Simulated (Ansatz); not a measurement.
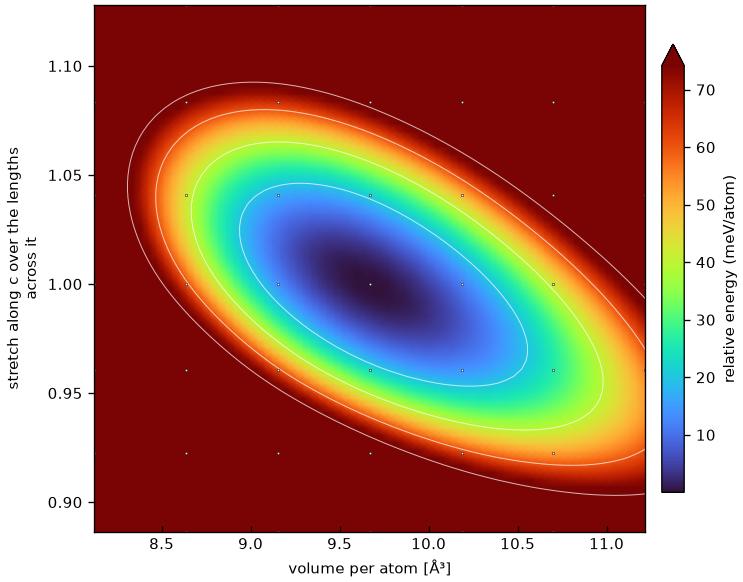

O (Fmmm, No. 69; 2 atoms in the cell). The energy is mapped over volume and the cell's shape. Coordinates scanned: (1) volume per atom; (2) stretch along c over the lengths across it, relative to the relaxed cell. Nothing is relaxed (fractional coordinates fixed). The grid has 7 × 7 points. Points are written as (first, second). All energies are given in meV/atom relative to the lowest grid point. The runs have no spin polarisation; a magnetic state may lie lower. Computed with Ansatz, DFT LDA, scalar-relativistic, plane waves, PAW. Settings: cutoff 520 eV, k-mesh 22×22×22, gaussian smearing 0.15 eV, no spin polarisation.

Drawn: a smooth colour map with a few white contour lines, dots at the grid points, one colour for all values above the top of the scale. Between grid points the surface is interpolated.

### Estimate the position of the minimum and the force constants in these coordinates.

The interpolated minimum is at volume per atom ≈ 9.67 Å³, the second coordinate ≈ 1.000. The curvatures there are about 0.19 eV/(Å³)² and 56 eV, with a cross term of about 1.9 eV/Å³ (per cell of 2 atoms). Round the minimum the valley is strongly tilted: raising volume per atom shifts the best value of the second coordinate downwards (coupling k₁₂/√(k₁₁k₂₂) about 0.6).
